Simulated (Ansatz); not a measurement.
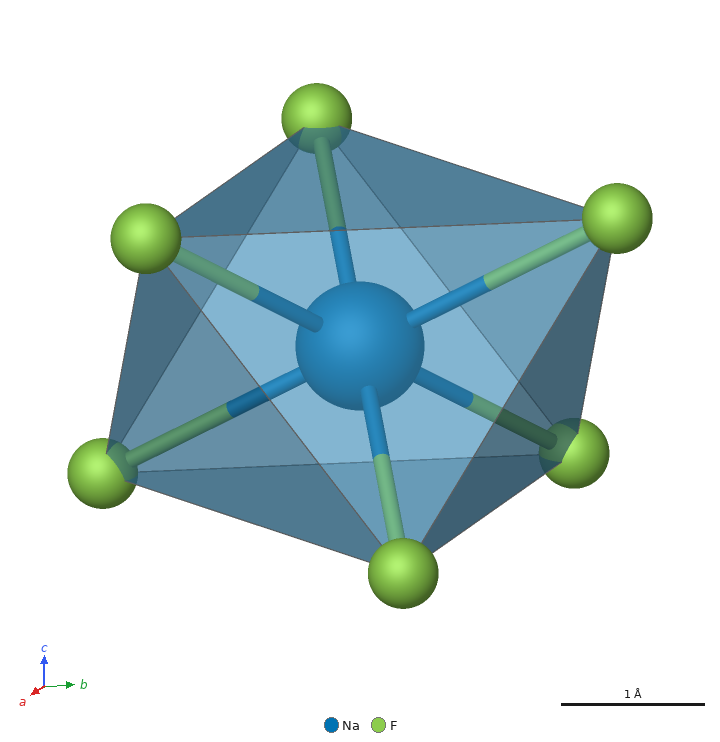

Coordination of Na in NaHF₂ (R-3m). The shape measure S (0 to 100) is the computed least-squares distance from an ideal polyhedron; S = 0 means ideal. Origin: the end point of a relaxation with DFT LDA, scalar-relativistic, plane waves, PAW (Ansatz 0.2.0).

Question: Name the coordination polyhedron and say how regular it is.

Answer: NaF6: a slightly distorted octahedron (coordination number 6, S = 0.80; next best trigonal prism, S = 16.5).

Question: Does the central atom sit at the centroid of its ligands?

Answer: Yes, to within 0.01 Å; the site symmetry is -3m.

Question: How long are the bonds?

Answer: 6 × Na–F 2.24 Å. The next neighbour, not counted, lies at 2.97 Å.
